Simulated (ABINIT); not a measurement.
Band-structure run of Sb (part 3 of 3)

The same run, continued: Sb (R-3m, 2 atoms in the cell); Kohn-Sham DFT of a periodic cell, WC, JTH PAW PBE v2.0, no spin polarisation (ABINIT 10.8.3); cutoff 517.02 eV, 8×8×8 k-mesh, fermi-dirac of 0.05 eV. The structure derives from an entry of the Crystallography Open Database.

Geometry of the input (Å; fractional positions):
```
2.1542  1.2437  3.7580
-2.1542  1.2437  3.7580
0.0000  -2.4875  3.7580
Sb 0.7665  0.7665  0.7665
Sb 0.2335  0.2335  0.2335
```

**Output, continued**
```
 cartesian coordinates (angstrom) at end:
    1      0.00000000000000     0.00000000001410     8.64163373412392
    2      0.00000000000000    -0.00000000001410     2.63236625821130
 length scales=  1.000000000000  1.000000000000  1.000000000000 bohr
              =  0.529177210544  0.529177210544  0.529177210544 angstroms
 Eigenvalues (   eV  ) for nkpt=  19  k points:
 kpt#   1, nband= 25, wtk=  1.00000, kpt=  0.0000  0.0000  0.0000 (reduced coord)
 -22.63645  -22.63645  -22.55042  -22.55042  -22.52754  -22.43647  -22.43647  -22.43207
 -22.35275  -22.35275   -6.01008    1.85682    4.67193    4.94473    4.94473    8.80104
   9.42013    9.42013   11.87788   11.87788   11.99783   13.24400   13.80966   13.80966
  14.32583
 kpt#   2, nband= 25, wtk=  1.00000, kpt=  0.0500  0.0000  0.0000 (reduced coord)
 -22.63548  -22.63506  -22.54996  -22.54963  -22.52685  -22.43721  -22.43696  -22.43271
 -22.35429  -22.35385   -5.98243    1.72721    4.68997    4.93760    4.98700    8.79677
   9.33627    9.35295   11.69810   11.87200   11.90680   13.51175   13.99863   14.07322
  14.49960
 kpt#   3, nband= 25, wtk=  1.00000, kpt=  0.1000  0.0000  0.0000 (reduced coord)
 -22.63253  -22.63078  -22.54853  -22.54719  -22.52499  -22.43920  -22.43837  -22.43450
 -22.35869  -22.35707   -5.89962    1.37814    4.71016    4.91797    5.11555    8.75025
   9.11469    9.15907   11.39969   11.79413   11.91856   14.09653   14.49163   14.72006
  14.97406
 kpt#   4, nband= 25, wtk=  1.00000, kpt=  0.1500  0.0000  0.0000 (reduced coord)
 -22.62772  -22.62377  -22.54627  -22.54321  -22.52189  -22.44246  -22.44132  -22.43689
 -22.36579  -22.36222   -5.76200    0.88585    4.71506    4.89050    5.29262    8.58958
   8.81409    8.86930   11.26323   11.78748   12.09427   14.85687   15.17548   15.51164
  15.69869
 kpt#   5, nband= 25, wtk=  1.00000, kpt=  0.2000  0.0000  0.0000 (reduced coord)
 -22.62141  -22.61418  -22.54339  -22.53778  -22.51753  -22.44691  -22.44614  -22.43935
 -22.37521  -22.36898   -5.57022    0.31311    4.71886    4.86113    5.47190    8.30392
   8.46789    8.53144   11.35585   11.95166   12.41181   15.75033   15.98168   16.28839
  16.65512
 kpt#   6, nband= 25, wtk=  1.00000, kpt=  0.2500  0.0000  0.0000 (reduced coord)
 -22.61393  -22.60240  -22.54014  -22.53113  -22.51200  -22.45273  -22.45242  -22.44194
 -22.38648  -22.37697   -5.32539   -0.29816    4.73304    4.83543    5.63527    7.96325
   8.08886    8.18893   11.63153   12.30466   12.85470   16.73842   16.87364   17.00971
  17.74074
 kpt#   7, nband= 25, wtk=  1.00000, kpt=  0.3000  0.0000  0.0000 (reduced coord)
 -22.60586  -22.58877  -22.53686  -22.52351  -22.50552  -22.46079  -22.45878  -22.44472
 -22.39888  -22.38557   -5.02930   -0.91991    4.76255    4.81713    5.78452    7.61943
   7.71038    7.87281   12.03908   12.82606   13.40405   17.41106   17.81399   17.82400
  18.92196
 kpt#   8, nband= 25, wtk=  1.00000, kpt=  0.3500  0.0000  0.0000 (reduced coord)
 -22.59791  -22.57391  -22.53377  -22.51533  -22.49874  -22.46977  -22.46576  -22.44785
 -22.41144  -22.39408   -4.68521   -1.53163    4.80617    4.80738    5.93013    7.28935
   7.37402    7.60461   12.55358   13.47940   14.04463   17.16178   18.44749   18.72786
  19.06203
 kpt#   9, nband= 25, wtk=  1.00000, kpt=  0.4000  0.0000  0.0000 (reduced coord)
 -22.59107  -22.55858  -22.53120  -22.50697  -22.49461  -22.47652  -22.47313  -22.45163
 -22.42269  -22.40141   -4.30044   -2.11463    4.80462    4.85596    6.08448    6.97885
   7.11338    7.40025   13.15733   14.23299   14.76365   16.43246   17.74641   18.34261
  20.11201
 kpt#  10, nband= 25, wtk=  1.00000, kpt=  0.4500  0.0000  0.0000 (reduced coord)
 -22.58637  -22.54490  -22.52925  -22.49963  -22.49896  -22.48042  -22.47401  -22.45679
 -22.43056  -22.40652   -3.90043   -2.63624    4.80542    4.89735    6.25841    6.70247
   6.94457    7.27203   13.81642   15.06191   15.54329   15.63008   16.86420   17.41033
  21.30845
 kpt#  11, nband= 25, wtk=  1.00000, kpt=  0.5000  0.0000  0.0000 (reduced coord)
 -22.58464  -22.53844  -22.52818  -22.50472  -22.49395  -22.48520  -22.46913  -22.46141
 -22.43331  -22.40846   -3.65127   -2.92637    4.80620    4.91376    6.44044    6.48521
   6.88522    7.22827   14.28167   15.10625   15.92347   15.97990   16.17899   16.71727
  22.52927
 kpt#  12, nband= 25, wtk=  1.00000, kpt=  0.5000  0.0300 -0.0300 (reduced coord)
 -22.58679  -22.53541  -22.52725  -22.50717  -22.49201  -22.48708  -22.47046  -22.45962
 -22.43520  -22.40607   -3.62580   -2.91686    4.42480    4.96174    5.93068    6.87640
   6.90144    7.78582   14.25859   15.06148   15.35902   15.52950   16.86649   17.27814
  21.71109
 kpt#  13, nband= 25, wtk=  1.00000, kpt=  0.5000  0.0599 -0.0599 (reduced coord)
 -22.59182  -22.52827  -22.52440  -22.51196  -22.49155  -22.48994  -22.47309  -22.45554
 -22.43932  -22.40103   -3.55000   -2.89081    3.77387    5.02932    5.18239    6.92141
   7.73220    8.60056   14.02126   14.58704   15.05249   15.35570   17.70261   18.10540
  21.03064
 kpt#  14, nband= 25, wtk=  1.00000, kpt=  0.5000  0.0899 -0.0899 (reduced coord)
 -22.59750  -22.52217  -22.51724  -22.51687  -22.49680  -22.49253  -22.47332  -22.45072
 -22.44397  -22.39547   -3.42581   -2.85593    3.12857    4.45237    5.13245    6.99791
   8.68253    9.42147   13.50389   13.91500   15.21504   15.47449   18.49546   18.82429
  20.46869
 kpt#  15, nband= 25, wtk=  1.00000, kpt=  0.5000  0.1198 -0.1198 (reduced coord)
 -22.60256  -22.52268  -22.51705  -22.50815  -22.50038  -22.49967  -22.47075  -22.44861
 -22.44585  -22.39051   -3.25696   -2.82569    2.56431    3.77207    5.26993    7.09621
   9.66783   10.19732   12.95929   13.28316   15.63113   15.68606   18.90363   18.98787
  20.64813
 kpt#  16, nband= 25, wtk=  1.00000, kpt=  0.5000  0.1498 -0.1498 (reduced coord)
 -22.60644  -22.52860  -22.51235  -22.50853  -22.50790  -22.49320  -22.46828  -22.45266
 -22.44124  -22.38668   -3.04972   -2.81901    2.11947    3.15700    5.43583    7.20459
  10.62643   10.87304   12.50819   12.73292   15.98659   16.22687   18.45578   18.86536
  21.00198
 kpt#  17, nband= 25, wtk=  1.00000, kpt=  0.5000  0.1798 -0.1798 (reduced coord)
 -22.60881  -22.53560  -22.51534  -22.51486  -22.50350  -22.48296  -22.46853  -22.45461
 -22.43694  -22.38417   -2.85694   -2.81433    1.82342    2.62225    5.62104    7.30645
  11.32294   11.42649   12.28512   12.34692   16.39737   16.96900   17.97087   18.47527
  21.22341
 kpt#  18, nband= 25, wtk=  1.00000, kpt=  0.5000  0.2097 -0.2097 (reduced coord)
 -22.60971  -22.54379  -22.51968  -22.51965  -22.49639  -22.47344  -22.47260  -22.45377
 -22.43295  -22.38311   -2.95468   -2.56712    1.69546    2.18706    5.81313    7.38085
  11.38328   11.59281   12.45072   12.52012   16.94949   17.59298   17.64567   18.22768
  20.18612
 kpt#  19, nband= 25, wtk=  1.00000, kpt=  0.5000  0.2397 -0.2397 (reduced coord)
 -22.60916  -22.55243  -22.52349  -22.52251  -22.48895  -22.47854  -22.46527  -22.45197
 -22.42913  -22.38341   -3.11287   -2.33273    1.73816    1.87782    5.99654    7.40720
  11.30883   11.37700   12.72371   12.90147   17.34857   17.44131   17.71560   18.66228
  19.56747

== END DATASET(S) ==============================================================
================================================================================

 -outvars: echo values of variables after computation  --------
            acell      1.0000000000E+00  1.0000000000E+00  1.0000000000E+00 Bohr
           etotal1    -1.6529693149E+02
            fcart1     4.5346635951E-19  3.7742114033E-19 -2.3481011366E-03
                      -4.5346635951E-19 -3.7742114033E-19  2.3481011366E-03
            rprim      4.0708480177E+00  2.3503051989E+00  7.1015907763E+00
                      -4.0708480177E+00  2.3503051989E+00  7.1015907763E+00
                       0.0000000000E+00 -4.7006103977E+00  7.1015907763E+00
           strten1    -6.0750921755E-06 -6.0750923131E-06  1.3721561860E-05
                      -4.3326880065E-14  0.0000000000E+00  0.0000000000E+00
           xangst      1.6487737639E-16  1.4103041309E-11  8.6416337341E+00
                       1.7713556495E-17 -1.4103469181E-11  2.6323662582E+00
             xred      7.6651000000E-01  7.6651000000E-01  7.6651000001E-01
                       2.3349000000E-01  2.3349000000E-01  2.3349000001E-01
 Calculation completed.
```

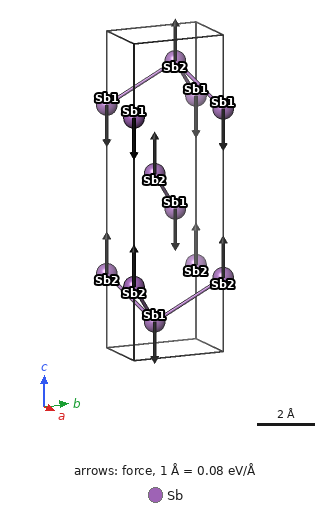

**Figure 1.** Forces on the atoms as black arrows (ball-and-stick view of the cell 3 times as large as that of the calculation, set on its symmetry axes, seen slightly off an axis; atoms are numbered from 1 in the order of the input). The largest act on Sb1, Sb2 (0.12 eV/Å). The geometry is not a stationary point of this energy.

**Key numbers**

```tsv
quantity	value
outcome	converged
space group (tolerance 0.01 Å)	R-3m (166)
electrons treated	30
free energy	−4497.9586 eV
Fermi energy	6.795 eV
gap on the k-point mesh	none (metallic)
pressure	−0.02 GPa
largest force (length of the vector)	0.121 eV/Å
hardware	1 thread of Arm Neoverse V1, 24 GiB of memory available, shared host
wall time	82 s
peak memory	0.17 GiB
```
